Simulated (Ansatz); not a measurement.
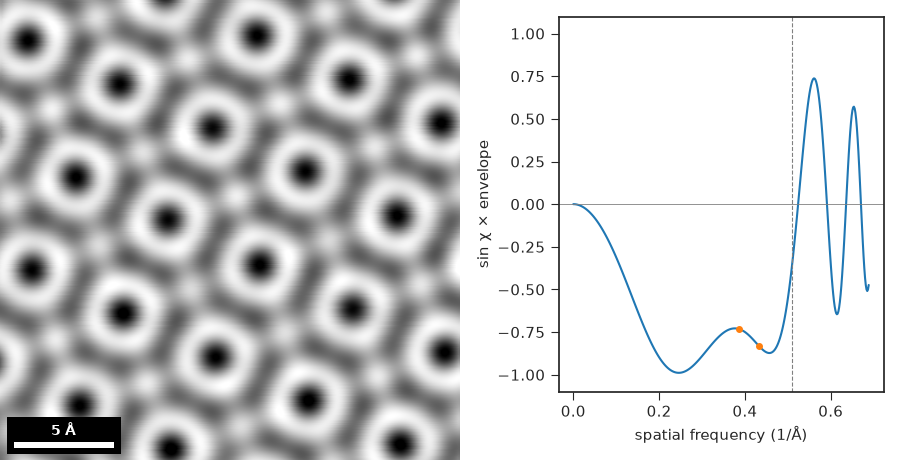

HRTEM-like image of Al (Pm-3n, No. 223) along [001]. Simulated in the weak-phase-object approximation with neutral-atom potentials: 300 kV, Cs = 1.00 mm, defocus −532 Å (negative is underfocus), defocus spread 40 Å, aperture 0.51 1/Å. A slight drift and the speckle of an amorphous layer were added. Model: the geometry given to an electronic-structure calculation, possibly off equilibrium; the starting structure was generated, so it need not be a known form of this composition.

The plot gives the contrast transfer function, the aperture (dashed) and the crystal's spatial frequencies that carry visible contrast (dots).

### Do the atom columns appear dark or bright, and why?

Dark. With positive Cs and underfocus sin χ is negative over the pass band, so the strongest columns (Al) come out darker than the background.

### What point resolution do these settings give, and which lattice spacings pass?

About 2.0 Å (0.66 |Cs|^(1/4) λ^(3/4) with λ = 0.0197 Å). The spacings that carry visible contrast are {200} at 2.58 Å, {210} at 2.31 Å. Columns 1.29 Å apart are closer than that and merge.
